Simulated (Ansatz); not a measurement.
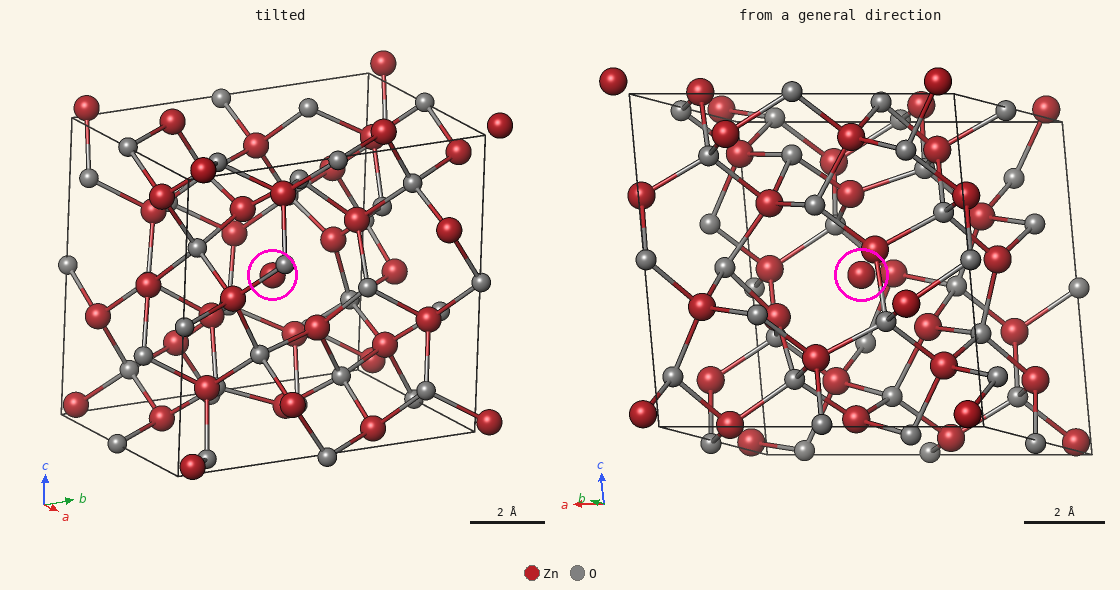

The image is a ball-and-stick drawing of a crystal, viewed slightly off an axis and from a general direction. The wireframe shows the supercell. The host is ZnO, in a cell of 48 sites, and the cell carries a charge of -2. A ring marks the defect's site.

### How does this supercell depart from the perfect host?

Zinc on an oxygen site (an antisite). It is bonded to no bonds drawn. Not all metal-metal contacts are counted.

The atoms were relaxed in the host's cell with Ansatz 0.2.0, DFT PBE, scalar-relativistic, plane waves, PAW.
